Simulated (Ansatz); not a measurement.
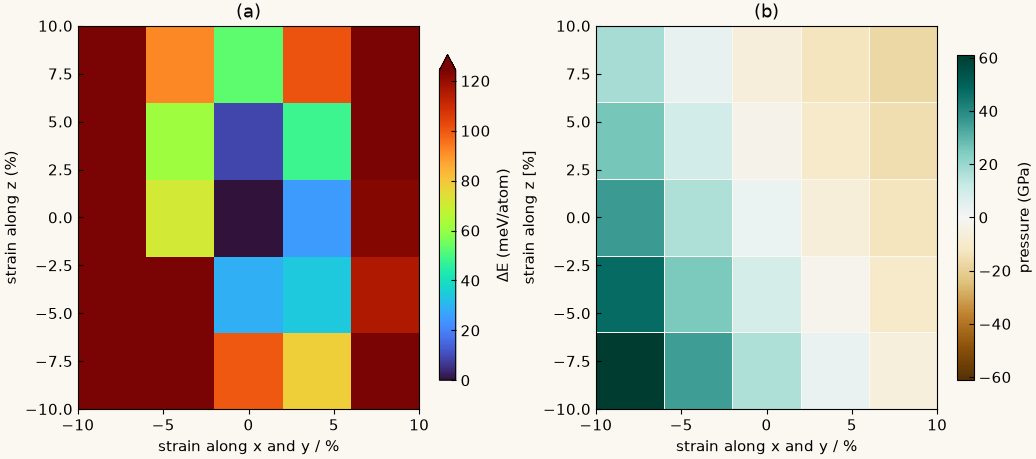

BAs (F-43m, No. 216; 2 atoms in the cell). The cell is strained homogeneously, by one strain along x and y and another along z, with fractional coordinates fixed (x, y and z along the cube axes). First axis: strain along x and y. Second axis: strain along z. The scan uses a 5 × 5 grid. Points are written as (first, second). Energies: meV/atom, counted from the lowest grid point. The reference cell is the one listed in the database, not relaxed at this level. The calculation used DFT PBE, scalar-relativistic, plane waves, PAW (Ansatz 0.2.0). Settings: cutoff 420 eV, k-mesh 10×10×10, gaussian smearing 0.05 eV, no spin polarisation.

Panel (a) is the energy; panel (b) is the computed pressure, in GPa.

In the figure: one coloured cell a grid point, one colour for all values above the top of the scale.

### How does the pressure vary over the map, and what is it at the lowest grid point?

It runs from −18 GPa at (8 %, 8 %) to 61 GPa at (−8 %, −8 %). At the lowest grid point, (0 %, 0 %), it is 3 GPa.
